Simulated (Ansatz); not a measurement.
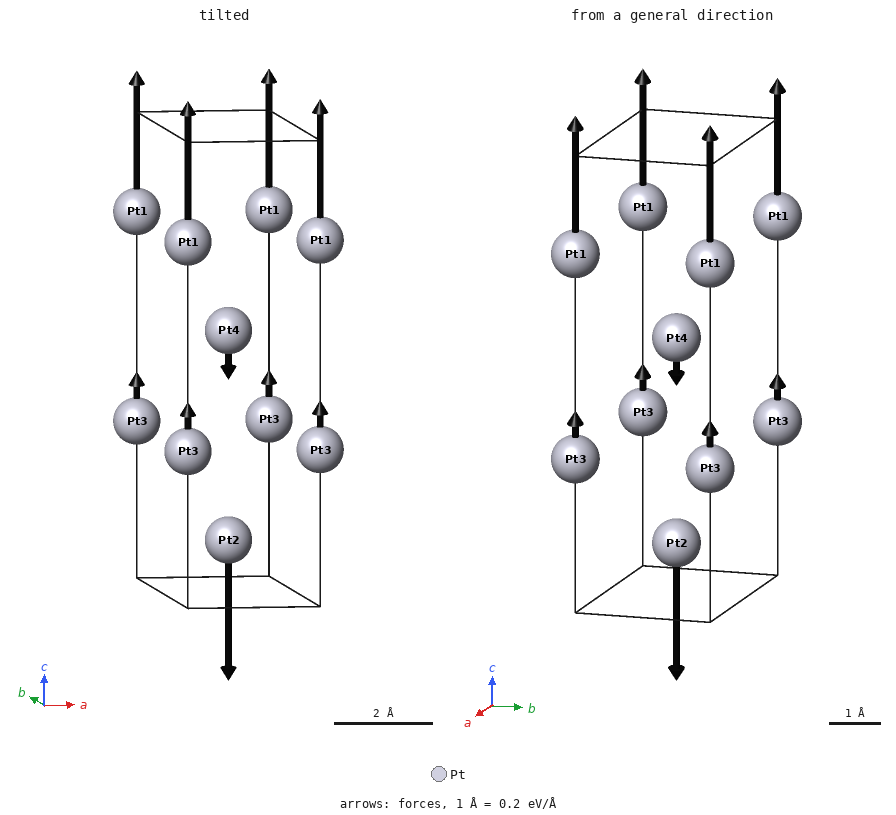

A spheres-only rendering, viewed slightly off an axis and from a general direction. Lines trace the edges of the simulation cell. The arrows are the computed forces on the atoms.

System: Pt. Results below were computed with DFT r2SCAN, scalar-relativistic, plane waves, PAW in Ansatz 0.2.0; the settings were a kinetic-energy cutoff of 500 eV, Brillouin-zone sampling on a 23×23×7 mesh, Gaussian smearing of 0.15 eV, no spin polarisation.

### Would an optimiser stop at this geometry?

No. The atoms still feel forces of up to about 0.51 eV/Å, far above a usual threshold of 0.01 to 0.03 eV/Å.

### Name the atom under the greatest force.

Pt1 and Pt2, about 0.51 eV/Å.

The cell started as a structure listed in the Materials Project. The cell was then strained or its atoms displaced on purpose. A calculation with Ansatz used it as input.
